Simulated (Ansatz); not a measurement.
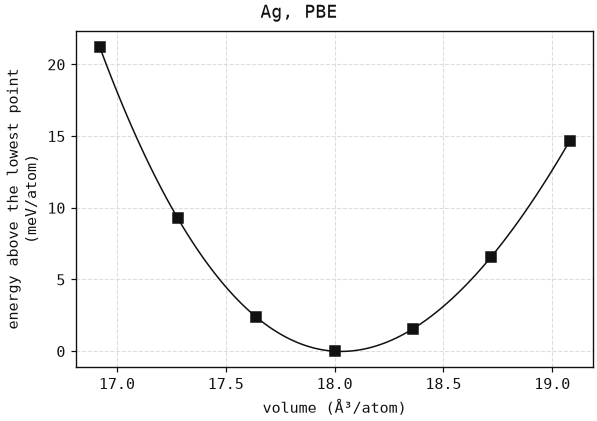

The plot gives the computed energy above the lowest point against volume for Ag, space group Im-3m (No. 229) (one of a set of cubic test structures, which need not be the stable phase).

How it was computed, with Ansatz 0.2.0 development build: equation of state of a cubic crystal from periodic Kohn-Sham density functional theory without spin, third-order Birch-Murnaghan fit to the free energies; pressure corrected for the finite basis. Level: PBE.

- structure type: bcc
- atoms in cell: 1
- space group number: 229
- lattice centring: body-centred primitive
- k mesh: 16×16×16
- occupation method: Fermi–Dirac
- occupation width: 0.06123 eV
- wave cutoff: 420 eV
- datasets: soft-1 PAW
- density tolerance: 1e−07 eV
- bands: 14
- density cutoff ratio: 4
- search for lower states: default

**Give the fitted equation-of-state parameters.**

A third-order Birch–Murnaghan fit gives V0 = 18.03 Å³/atom, B0 = 86.9 GPa and B′ = 5.5.

Note: cubic model structure, not the ambient form; modest k-mesh, values are not fully converged in k.
